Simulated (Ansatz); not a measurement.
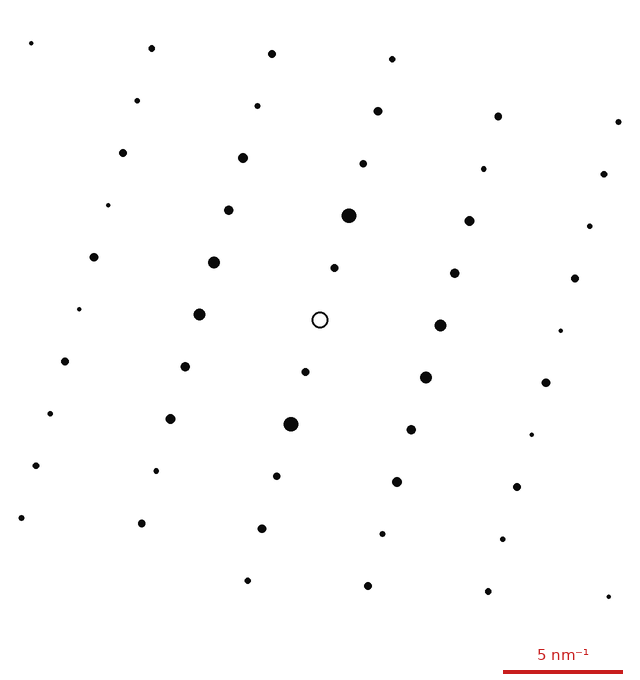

The pattern is a kinematic simulation for 200 kV electrons (no multiple scattering; isotropic B = 0.5 Å²).

> Describe the geometry of this pattern.

The spots form a centred rectangular net whose two shortest vectors correspond to d = 4.38 Å and 1.97 Å, 77.0° apart.

> What is the point symmetry of the pattern, intensities included?

2mm.

> What was simulated?

This cannot be fixed from one zone alone; the pattern is [101] of Al, space group C2/c (No. 15), a = 2.80 Å, b = 8.76 Å, c = 2.88 Å, β = 90.61°. The net vectors are 0 2 0 and 1 1 -1. Structure: coordinates from a relaxation with DFT, PBE, plane waves (420 eV) with PAW, scalar-relativistic in Ansatz; the starting structure was generated, so it need not be a known form of this composition.
